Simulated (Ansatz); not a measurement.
# Run report: WSe2, single-point calculation

System: WSe2 (6 atoms in the cell).
Method: DFT PBEsol, scalar-relativistic, plane waves, PAW, no spin polarisation (Ansatz 0.2.0).

The structure derives from an entry of the Crystallography Open Database.

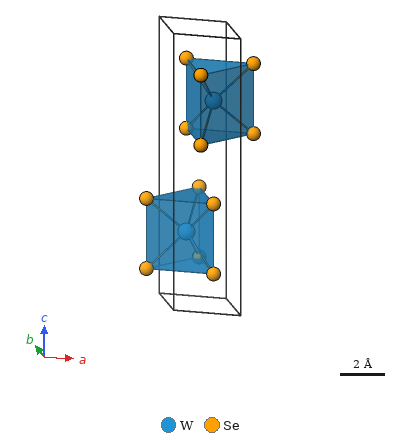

Fig. 1: The structure as given in the input (polyhedral view of the cell of the calculation, seen slightly off an axis; polyhedra are completed across the faces of the cell). An atom can appear more than once, as a periodic image.

## Input
```yaml
crystal:
  lattice:
    - [3.2711504298, 0.0, 0.0]
    - [-1.6355752149, 2.8328993719, 0.0]
    - [0.0, 0.0, 13.2206659015]
  atoms:
    - { symbol: W, position: [0.3333333333, 0.6666666667, 0.25] }
    - { symbol: W, position: [0.6666666667, 0.3333333333, 0.75] }
    - { symbol: Se, position: [0.3333333333, 0.6666666667, 0.623386149] }
    - { symbol: Se, position: [0.6666666667, 0.3333333333, 0.123386149] }
    - { symbol: Se, position: [0.3333333333, 0.6666666667, 0.876613851] }
    - { symbol: Se, position: [0.6666666667, 0.3333333333, 0.376613851] }
basis:
  ecutwfc: 420
kpoints:
  mp_grid: { grid: [12, 12, 2] }
hamiltonian:
  xc: pbesol
scf:
  occupations: { method: gaussian, width: 0.05 }
output:
  forces: true
  stress: true
  eigenvalues: true
  write_density: true
  write_potential: true
  elf: true
  volumetric_format: npy
```

Hardware: 2 threads of Arm Neoverse V1, 24 GiB of memory available, shared host.

Run as:
```bash
ansatz run input.yaml --threads 2 --pin off --max-ram 5120MiB --backend cpu --events-out ev --progress --plain --runs-dir out
```

## The program's output
```
Engine: ansatz 0.2.0, aarch64-unknown-linux-gnu
Pseudopotentials: kind: paw
Pseudopotential: W, paw, valence charge 14, recommended cutoff 420 eV (normal), W.paw.azcp
Pseudopotential: Se, paw, valence charge 16, recommended cutoff 420 eV (normal), Se.paw.azcp
Functional definition: PBEsol
  exchange = pbesol_x
  correlation = pbesol_c
Crystal: 6 atoms, lattice volume = 122.514 Å³
Basis set: ecut = 420 eV, 2457 PW (Γ), exchange–correlation on 48×48×180 points (8 copies of the dense FFT grid, shifted against one another)
Bands: 56, of which v1, the nominal top of the filled ones, is band 46 counted from 1 (45 counted from 0)
Symmetry: 24 space group operations
Space group: P63/mmc (ITA 194), of the structure as read, at distance tolerance 5.0e-5 Å
k-points: 38 of 288
Non-local potential: W, projectors of the file, l = 0: 3, l = 1: 2, l = 2: 2, l = 3: 1
Non-local potential: Se, projectors of the file, l = 0: 2, l = 1: 2, l = 2: 3, l = 3: 1
PAW form: soft (Blöchl's): semilocal exchange-correlation on the pseudo side does not see the compensation charge
PAW frozen core: W, regenerated for the run's functional, and the local potential with it (the file was generated under x = pbe(κ = 0.804, μ = 0.2195149727645171), c = pbe(β = 0.06672455060314922))
PAW frozen core: Se, regenerated for the run's functional, and the local potential with it (the file was generated under x = pbe(κ = 0.804, μ = 0.2195149727645171), c = pbe(β = 0.06672455060314922))
PAW one-centre angular grid: W, 590 points (default); XC on 64 Gauss nodes
PAW one-centre angular grid: Se, 590 points (default); XC on 64 Gauss nodes
Initial density: superposition of atomic densities (neutral atoms: chi_scale 0, normalization atom), corrected by the library's trained network
Initial wavefunctions: pseudopotential atomic-orbital guess
Functional: x = pbesol(κ = 0.804, μ = 0.12345679012345678), c = pbesol(β = 0.046)
SCF iter   1: F=—  HF=-42213.529139 eV  |F-HF|=—  |Δ(HF+E_count)|=         —  Δρ=4.96e-3  dr2=2.17e-2  ethr=1.77e-3  ⟨swp⟩=6.3  Hψ=7703  notcnv=0  defer=1
preconditioner: auto → Resta (q_TF=auto, 2.601 Å⁻¹)  ε∞=6.0  [insulator: Δε(μ)=1.038 eV  Ē_g=9.017 eV  σ=0.050 eV  W_gap=1.00  n_scr=40 (ndim 8)  ℏωp=20.1 eV  f_vac=0.061  D(μ)=0.00/eV (n_scr^D=0)  ε∞_Penn≈6.0]
SCF iter   2: F=—  HF=-42213.531617 eV  |F-HF|=—  |Δ(HF+E_count)|=   2.48e-3  Δρ=2.71e-3  dr2=3.14e-3  ethr=2.36e-5  ⟨swp⟩=2.6  Hψ=3887  notcnv=0  defer=66
SCF iter   3: F=—  HF=-42213.533294 eV  |F-HF|=—  |Δ(HF+E_count)|=   1.68e-3  Δρ=1.40e-3  dr2=8.94e-4  ethr=3.42e-6  ⟨swp⟩=2.1  Hψ=2284  notcnv=0  defer=66
SCF iter   4: F=—  HF=-42213.534039 eV  |F-HF|=—  |Δ(HF+E_count)|=   7.45e-4  Δρ=1.06e-4  dr2=2.89e-5  ethr=9.71e-7  ⟨swp⟩=2.0  Hψ=2700  notcnv=0  defer=66
SCF iter   5: F=—  HF=-42213.534039 eV  |F-HF|=—  |Δ(HF+E_count)|=   5.88e-7  Δρ=3.82e-5  dr2=2.77e-6  ethr=3.14e-8  ⟨swp⟩=2.0  Hψ=2620  notcnv=0  defer=66
SCF iter   6: F=—  HF=-42213.534042 eV  |F-HF|=—  |Δ(HF+E_count)|=   2.40e-6  Δρ=1.43e-5  dr2=3.44e-7  ethr=3.01e-9  ⟨swp⟩=2.0  Hψ=3700  notcnv=0  defer=66
SCF iter   7: F=-42213.534042 eV  HF=-42213.534042 eV  |F-HF|=1.25e-8  |Δ(HF+E_count)|=   3.79e-7  Δρ=3.97e-6  dr2=2.85e-8  ethr=1.09e-10  ⟨swp⟩=13.7  Hψ=16140  notcnv=0
SCF 1 converged in 7 iterations: F = -42213.534042 eV  dr2 = 2.85e-8
  Residual-converged pass: ⟨swp⟩=1.0  Hψ=2281  notcnv=0  max |occ|·‖R‖ = 7.0e-9 eV (tolerance 1.0e-8 eV)  dr2=2.85e-8  dr2_onsite=3.49e-8  max |Δocc| = 3.6e-60
  greatest PAW one-centre occupation: 1.000 electrons in one spin orbital (limit 2), on the Se atom at site 5 (counted from 0), in its partial waves of l = 2
```

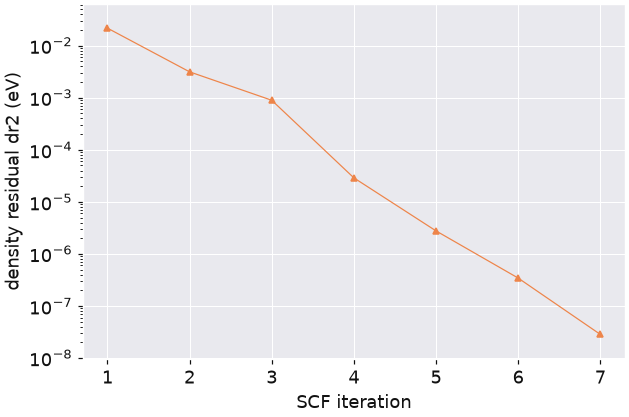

Fig. 2: Convergence of the self-consistent field: density residual dr2 against the SCF iteration. The residual falls at every step.

```
SCF converged after 7 iterations
Free energy (F): -42213.534042 eV
Harris-Foulkes:  -42213.534042 eV  (|F-HF|=1.25e-8)
Internal energy: -42213.534042 eV  (E = F + TS)
E sigma→0 (E₀):  -42213.534042 eV
Fermi energy:    13.097651 eV
--- Per-component energies (eV) ---
  E_band       = -1710.201710
  E_kinetic    = 1380.162187
  E_local      = -11754.534710  (includes V_loc(G=0)·N_el)
  E_nonlocal   = -2362.009182
  E_hartree    = 5642.210749
  E_xc         = -946.295413
  E_vxc        = -873.003315  (∫ρ·V_xc dr)
  E_paw        = -24344.668842  (= ΣΔE_a)
  E_vpaw       = 614.765890  (= ΣTr[D̂ρ^β])
  E_aug_tail   = -0.002571  (compensation charges beyond the density's cutoff)
  E_ewald      = -9832.873646
  E_core_change = 4.477386  (= ΣΔE_core)
  E_smearing   = -0.000000  (= −TS)
  E_closure    = 0.000000  (closes the sum)
  Σ components = -42213.534042   (vs F -42213.534042, Δ=0.00e0)
--- Forces (eV/Å), atoms counted from 1 ---
  atom   1  W     -0.00000000    -0.00000000     0.00000000
  atom   2  W     -0.00000000     0.00000000     0.00000000
  atom   3  Se    -0.00000000    -0.00000000    -0.00421082
  atom   4  Se    -0.00000000     0.00000000    -0.00421082
  atom   5  Se    -0.00000000    -0.00000000     0.00421082
  atom   6  Se    -0.00000000     0.00000000     0.00421082
  max |Σ_I F_I| component: 2.78e-17 eV/Å
--- Stress (GPa, compression-positive) ---
        0.012813       0.000000       0.000000
        0.000000       0.012813       0.000000
        0.000000       0.000000       0.049192
  P = ⅓ Tr σ = 0.0249 GPa (0.249 kbar)
--- Band table (eV; the first three rows and the last of 38) ---
  k-point 0: bands = ["-61.5244", "-61.5244", "-35.1981", "-35.1981", "-35.1981", "-35.1981", "-35.1975", "-35.1975", "-35.1975", "-35.1975", "-35.1689", "-35.1689", "-35.1687", "-35.1687", "-35.1677", "-35.1677", "-35.1675", "-35.1675", "-35.1570", "-35.1568", "-35.1548", "-35.1546", "-25.8250", "-25.8250", "-25.6709", "-25.6709", "-25.6709", "-25.6709", "-2.6556", "-2.4578", "-1.4427", "-1.1052", "5.5359", "6.4890", "9.0667", "10.0099", "10.0099", "10.0222", "10.0222", "11.1581", "11.1581", "11.1983", "11.1983", "11.3936", "11.4942", "12.5787", "15.3800", "15.3800", "15.4196", "15.4196", "15.5001", "15.5001", "15.6633", "15.6633", "17.1505", "17.8379"]
  k-point 1: bands = ["-61.5244", "-61.5244", "-35.1981", "-35.1981", "-35.1981", "-35.1981", "-35.1975", "-35.1975", "-35.1975", "-35.1975", "-35.1688", "-35.1688", "-35.1688", "-35.1688", "-35.1676", "-35.1676", "-35.1676", "-35.1676", "-35.1569", "-35.1569", "-35.1547", "-35.1547", "-25.8250", "-25.8250", "-25.6709", "-25.6709", "-25.6709", "-25.6709", "-2.5681", "-2.5681", "-1.2644", "-1.2644", "5.9414", "5.9414", "9.9945", "9.9945", "10.0160", "10.0160", "10.0160", "10.0160", "11.1782", "11.1782", "11.1782", "11.1782", "12.3389", "12.3389", "15.3880", "15.3880", "15.3880", "15.3880", "15.5932", "15.5932", "15.5932", "15.5932", "17.5163", "17.5163"]
  k-point 2: bands = ["-61.5237", "-61.5237", "-35.1980", "-35.1980", "-35.1978", "-35.1977", "-35.1975", "-35.1975", "-35.1972", "-35.1971", "-35.1690", "-35.1690", "-35.1688", "-35.1688", "-35.1679", "-35.1677", "-35.1677", "-35.1676", "-35.1568", "-35.1566", "-35.1546", "-35.1544", "-25.8215", "-25.8215", "-25.6881", "-25.6881", "-25.6749", "-25.6749", "-2.5475", "-2.3501", "-1.3838", "-1.0549", "5.6743", "6.6270", "8.9664", "9.6830", "9.7044", "10.1127", "10.1305", "10.5766", "10.9722", "11.0178", "11.1277", "11.5229", "11.6927", "12.4310", "15.0970", "15.1544", "15.2002", "15.2778", "15.3454", "15.5334", "15.5460", "15.6253", "17.7870", "18.3759"]
  k-point 37: bands = ["-61.5117", "-61.5117", "-35.1962", "-35.1962", "-35.1949", "-35.1949", "-35.1947", "-35.1947", "-35.1946", "-35.1946", "-35.1709", "-35.1709", "-35.1699", "-35.1699", "-35.1689", "-35.1689", "-35.1687", "-35.1687", "-35.1545", "-35.1545", "-35.1520", "-35.1520", "-25.8597", "-25.8597", "-25.8311", "-25.8311", "-25.7654", "-25.7654", "-0.1642", "-0.1642", "-0.0794", "-0.0794", "6.8381", "6.8381", "6.9743", "6.9743", "7.8922", "7.8922", "8.3832", "8.3832", "9.1563", "9.1563", "9.9270", "9.9270", "12.3283", "12.3283", "14.0473", "14.0473", "15.0660", "15.0660", "15.9141", "15.9141", "17.1146", "17.1146", "18.7366", "18.7366"]
```

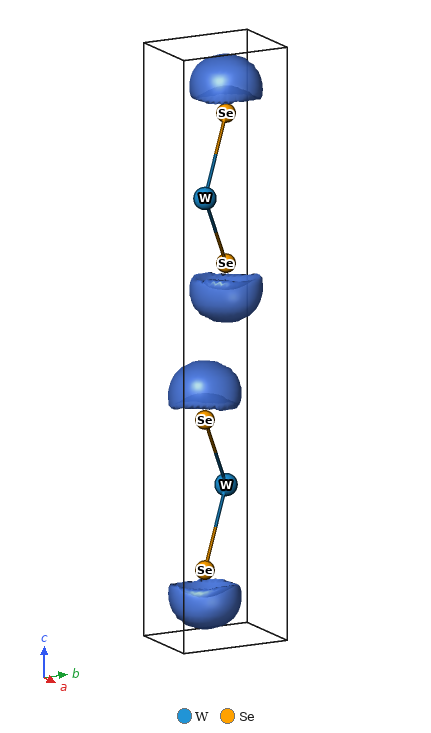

Fig. 3: Isosurface of the electron localisation function at 0.8 (blue), seen slightly off an axis. Only the valence region is drawn (cores and ρ < 0.01 e/Å³ removed). Sticks mark near contacts. The outline is the cell set on symmetry axes. Values along the shortest contacts: W–Se (2.52 Å): the ELF is about 0.55 at the midpoint. Core electrons are frozen (PAW), so the fields are smoothed inside the atomic spheres.

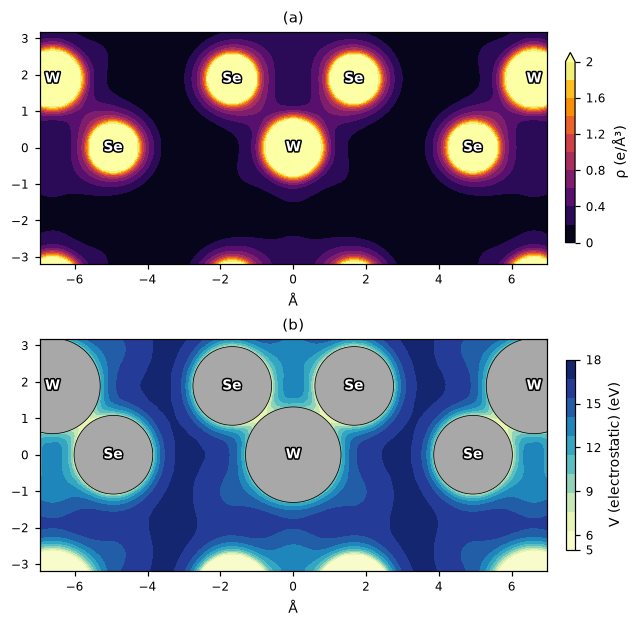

Fig. 4: (a) valence charge density (pseudo); (b) electrostatic potential energy of an electron on the (110) plane of the conventional cell. Grey discs, where drawn, cover atomic cores. The section cuts through W and Se sites. W–Se (2.52 Å): ρ is about 0.56 e/Å³ halfway. Away from the nuclei the density in this plane falls to 0.02 e/Å³ at its lowest. Outside the cores the potential energy rises away from the atoms and is highest about 2.5 Å from the nearest atoms; outside the discs it spans about 12 eV, and its zero is arbitrary.

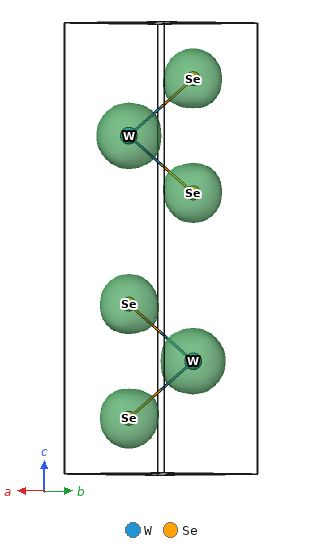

Fig. 5: Isosurface of the valence pseudo-density at 0.8 e/Å³ (green), seen at an oblique angle. Sticks mark near contacts. The outline is the cell set on symmetry axes. At this value the density breaks into separate islands; it holds about 70 % of the electrons treated as valence (semicore included). It is pinched off along the W–Se (2.52 Å) contacts. On the grid the lowest density along these lines, outside the cores, is 0.56 e/Å³ (W–Se, 2.52 Å).

## Results in brief

- outcome: converged
- space group (tolerance 0.01 Å): P6₃/mmc (194)
- electrons treated: 92
- free energy: −42213.5340 eV
- Fermi energy: 13.098 eV
- gap on the k-point mesh: 1.04 eV
- pressure: 0.02 GPa
- largest force (length of the vector): 0.004 eV/Å
- wall time: 12 s (CPU time 21 s)
- peak memory: 0.53 GiB

## Notes

Spin–orbit coupling is left out, which matters for W.
